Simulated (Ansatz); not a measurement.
# Run report: Sn₃Se, geometry relaxation (part 2 of 2)

Sn₃Se (Fm-3m, 4 atoms in the cell); DFT PBE+D3(BJ), scalar-relativistic, plane waves, PAW, no spin polarisation (Ansatz 0.2.0); cutoff 420 eV, 10×10×10 k-mesh, Gaussian smearing of 0.1 eV. The structure derives from a Materials Project entry.

Geometry of the input (Å; fractional positions):
```
0.0000  3.7331  3.7331
3.7331  0.0000  3.7331
3.7331  3.7331  0.0000
Sn 0.2500  0.2500  0.2500
Sn 0.7500  0.7500  0.7500
Sn 0.5000  0.5000  0.5000
Se 0.0000  0.0000  0.0000
```

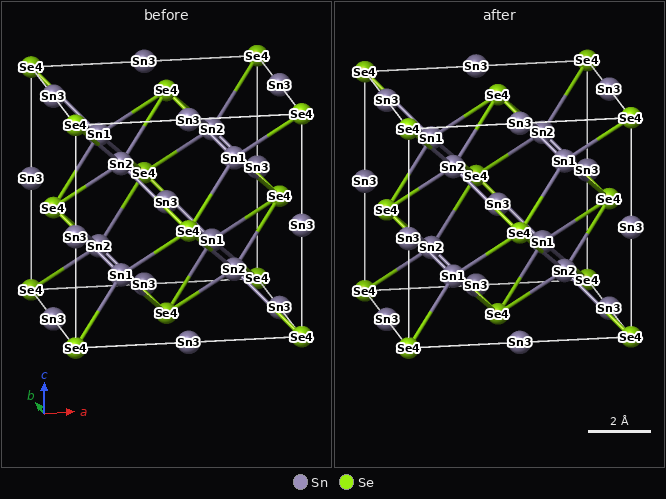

**Figure 1.** Before (left) and after (right) the relaxation, at one scale (ball-and-stick view of the cell 4 times as large as that of the calculation, set on its symmetry axes, seen slightly off an axis). The atoms keep their places relative to the cell (all moves are under 0.005 Å). The drawn cell changes as follows: a = b = c 7.466 → 7.344 Å (−1.6 %); the volume changes by −4.8 %. Among the contacts that change: Sn1–Se4 3.233 → 3.180 Å. The space group stays Fm-3m (No. 225). The energy falls by 10.6 meV per atom in 3 geometry steps. All forces vanish by symmetry, so only the cell relaxes. Pressure: −2.51 GPa at the start and 0.00 GPa at the end. A last SCF at the same geometry on a re-selected plane-wave basis shifts the energy by +0.2 meV per atom. (Atoms are counted from 1 in the order of the input.)

```
basis re-selected at this cell: Δ(F+E_penalty+E_count) = +9.469e-4 eV, ΔP = +0.001 GPa vs the last step (what re-selecting the basis moved, of the pressure what is left beyond the Pulay correction that the steps carried, after the strain that the cell walked since its last selection, with what the two solves' SCF thresholds leave and, on support functions, any second-order correction that the steps lacked; it is no measure of the basis error at this ecutwfc). This SCF's stress stands 1.16e-3 GPa from its target on what of the cell is left free (relax.cell.stress_tol is 5.00e-2 GPa) and its largest allowed force component is 3.24e-17 eV/Å (relax.f_tol is 5.00e-3 eV/Å): within both
SCF converged after 6 iterations
Free energy (F): -23543.160878 eV
Harris-Foulkes:  -23543.160878 eV  (|F-HF|=7.28e-12)
Internal energy: -23543.149651 eV  (E = F + TS)
E sigma→0 (E₀):  -23543.155265 eV
Entropy (-TS):   -0.011227 eV (-2.807 meV/atom)
Fermi energy:    11.265837 eV
--- Per-component energies (eV) ---
  E_band       = -561.185359
  E_kinetic    = 677.215380
  E_local      = -4571.561545  (includes V_loc(G=0)·N_el)
  E_nonlocal   = -692.988693
  E_hartree    = 2627.296857
  E_xc         = -1253.502616
  E_vxc        = -387.996353  (∫ρ·V_xc dr)
  E_paw        = -14316.204792  (= ΣΔE_a)
  E_vpaw       = -840.447417  (= ΣTr[D̂ρ^β])
  E_aug_tail   = -0.000540  (compensation charges beyond the density's cutoff)
  E_ewald      = -6011.780147
  E_disp       = -1.623556  (pairwise vdW)
  E_smearing   = -0.011227  (= −TS)
  E_closure    = 0.000000  (closes the sum)
  Σ components = -23543.160878   (vs F -23543.160878, Δ=0.00e0)
--- Forces (eV/Å), atoms counted from 1 ---
  atom   1  Sn     0.00000000    -0.00000000     0.00000000
  atom   2  Sn    -0.00000000     0.00000000    -0.00000000
  atom   3  Sn     0.00000000    -0.00000000    -0.00000000
  atom   4  Se    -0.00000000     0.00000000     0.00000000
  max |Σ_I F_I| component: 8.10e-18 eV/Å
--- Stress (GPa, compression-positive) ---
       -0.001157      -0.000000      -0.000000
       -0.000000      -0.001157      -0.000000
       -0.000000      -0.000000      -0.001157
  P = ⅓ Tr σ = -0.0012 GPa (-0.012 kbar)
--- Band table (eV; the first three rows and the last of 47) ---
  k-point 0: bands = ["-36.4875", "-36.4875", "-36.4875", "-36.4869", "-36.4869", "-10.3697", "-10.3697", "-10.3290", "-10.3290", "-10.3290", "-10.3217", "-10.3217", "-10.3217", "-10.2512", "-10.2512", "-10.0503", "-10.0503", "-10.0503", "-10.0482", "-10.0482", "-2.3041", "2.3401", "6.4866", "8.2109", "8.2109", "8.2109", "8.6398", "9.8319", "9.8319", "9.8319", "10.6389", "10.6389", "10.6389", "15.2958", "15.2958"]
  k-point 1: bands = ["-36.4875", "-36.4875", "-36.4875", "-36.4869", "-36.4869", "-10.3663", "-10.3663", "-10.3395", "-10.3335", "-10.3335", "-10.3180", "-10.3180", "-10.3095", "-10.2539", "-10.2539", "-10.0524", "-10.0499", "-10.0499", "-10.0481", "-10.0481", "-2.2592", "2.3089", "6.2434", "8.0332", "8.1113", "8.1113", "8.1735", "9.8775", "9.8775", "10.3500", "10.6768", "10.6768", "11.5449", "15.6005", "15.6005"]
  k-point 2: bands = ["-36.4875", "-36.4875", "-36.4875", "-36.4869", "-36.4869", "-10.3567", "-10.3567", "-10.3472", "-10.3406", "-10.3406", "-10.3131", "-10.3131", "-10.2980", "-10.2615", "-10.2615", "-10.0573", "-10.0527", "-10.0527", "-10.0441", "-10.0441", "-2.1341", "2.2226", "5.5594", "7.4285", "7.9256", "7.9256", "8.2503", "9.6877", "9.6877", "11.1070", "11.1070", "11.4964", "13.1654", "16.1937", "16.3586"]
  k-point 46: bands = ["-36.4875", "-36.4875", "-36.4875", "-36.4869", "-36.4869", "-10.3514", "-10.3508", "-10.3412", "-10.3344", "-10.3284", "-10.3199", "-10.3161", "-10.2911", "-10.2803", "-10.2689", "-10.0646", "-10.0599", "-10.0597", "-10.0437", "-10.0255", "-1.5706", "3.0643", "3.4172", "3.6226", "7.6381", "8.2485", "8.9942", "9.6198", "11.9896", "12.3705", "14.3836", "14.4699", "14.9333", "15.3947", "15.8838"]
--- Relaxed structure (4 steps of the walk, 4 accepted, 1 SCFs on fresh bases) ---
  F+E_penalty+E_count = -23543.16087826 eV   max|allowed force component| = 3.238e-17 eV/Å   (the final SCF, on the basis selected at the relaxed cell)
  cell:  # Å, volume = 99.0276 Å³
    - [-4.108144277442122e-34, 3.6720508525614193, 3.6720508525614193]
    - [3.6720508525614193, -9.394591609731192e-34, 3.6720508525614193]
    - [3.6720508525614193, 3.6720508525614193, 5.795985687418734e-34]
  atoms:
    - { symbol: Sn, position: [0.25, 0.25, 0.25] }
    - { symbol: Sn, position: [0.75, 0.75, 0.75] }
    - { symbol: Sn, position: [0.5, 0.5, 0.5] }
    - { symbol: Se, position: [1.1256996939812238e-34, -6.904081535729318e-35, -7.686246022400469e-35] }
```

Trajectory as extended XYZ (Å, eV, eV/Å), 5 frames, from step=1 to step=5
```
4
Lattice="0.0000 3.7331 3.7331 3.7331 0.0000 3.7331 3.7331 3.7331 0.0000" Properties=species:S:1:pos:R:3:forces:R:3 step=1 energy=-23543.11950 pressure_GPa=-2.51
Sn    1.8666    1.8666    1.8666    0.0000   0.0000   0.0000
Sn    5.5997    5.5997    5.5997    0.0000   0.0000   0.0000
Sn    3.7331    3.7331    3.7331    0.0000   0.0000   0.0000
Se    0.0000    0.0000    0.0000    0.0000   0.0000   0.0000
4
Lattice="0.0000 3.6553 3.6553 3.6553 0.0000 3.6553 3.6553 3.6553 0.0000" Properties=species:S:1:pos:R:3:forces:R:3 step=2 energy=-23543.15872 pressure_GPa=0.81
Sn    1.8276    1.8276    1.8276    0.0000   0.0000   0.0000
Sn    5.4829    5.4829    5.4829    0.0000   0.0000   0.0000
Sn    3.6553    3.6553    3.6553    0.0000   0.0000   0.0000
Se    0.0000    0.0000    0.0000    0.0000   0.0000   0.0000
4
Lattice="0.0000 3.6737 3.6737 3.6737 0.0000 3.6737 3.6737 3.6737 0.0000" Properties=species:S:1:pos:R:3:forces:R:3 step=3 energy=-23543.16177 pressure_GPa=-0.08
Sn    1.8368    1.8368    1.8368    0.0000   0.0000   0.0000
Sn    5.5105    5.5105    5.5105    0.0000   0.0000   0.0000
Sn    3.6737    3.6737    3.6737    0.0000   0.0000   0.0000
Se    0.0000    0.0000    0.0000    0.0000   0.0000   0.0000
4
Lattice="0.0000 3.6721 3.6721 3.6721 0.0000 3.6721 3.6721 3.6721 0.0000" Properties=species:S:1:pos:R:3:forces:R:3 step=4 energy=-23543.16182 pressure_GPa=-0.00
Sn    1.8360    1.8360    1.8360    0.0000   0.0000   0.0000
Sn    5.5081    5.5081    5.5081    0.0000   0.0000   0.0000
Sn    3.6721    3.6721    3.6721    0.0000   0.0000   0.0000
Se    0.0000    0.0000    0.0000    0.0000   0.0000   0.0000
4
Lattice="0.0000 3.6721 3.6721 3.6721 0.0000 3.6721 3.6721 3.6721 0.0000" Properties=species:S:1:pos:R:3:forces:R:3 step=5 energy=-23543.16088 pressure_GPa=-0.00
Sn    1.8360    1.8360    1.8360    0.0000   0.0000   0.0000
Sn    5.5081    5.5081    5.5081    0.0000   0.0000   0.0000
Sn    3.6721    3.6721    3.6721    0.0000   0.0000   0.0000
Se    0.0000    0.0000    0.0000    0.0000   0.0000   0.0000
```

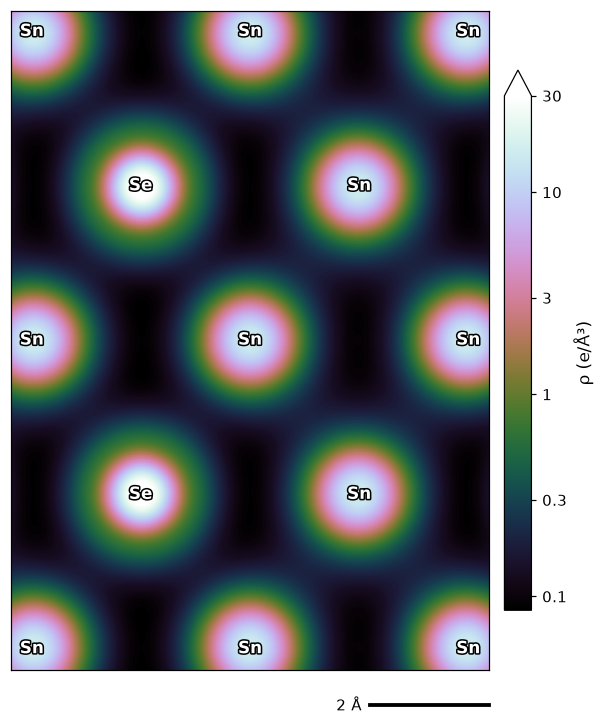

**Figure 2.** Valence electron density on the (101) plane of the conventional cell. Atoms in the plane: Sn and Se. Sn–Se (3.18 Å): ρ at the midpoint is about 0.17 e/Å³. Away from the nuclei the density in this plane falls to 0.09 e/Å³ at its lowest. Core electrons are frozen (PAW), so the fields are smoothed inside the atomic spheres.

Key numbers

```tsv
quantity	value
outcome	converged
space group (tolerance 0.01 Å)	Fm-3m (225)
electrons treated	58
free energy	−23543.1609 eV
Fermi energy	11.266 eV
gap on the k-point mesh	none (metallic)
pressure	0.00 GPa
final volume	99.03 Å³
largest force (length of the vector) at the end	under 0.001 eV/Å
final cell	a = 5.193 Å, b = 5.193 Å, c = 5.193 Å, α = 60.00°, β = 60.00°, γ = 60.00°
wall time	32 s (CPU time 63 s)
peak memory	0.48 GiB
```
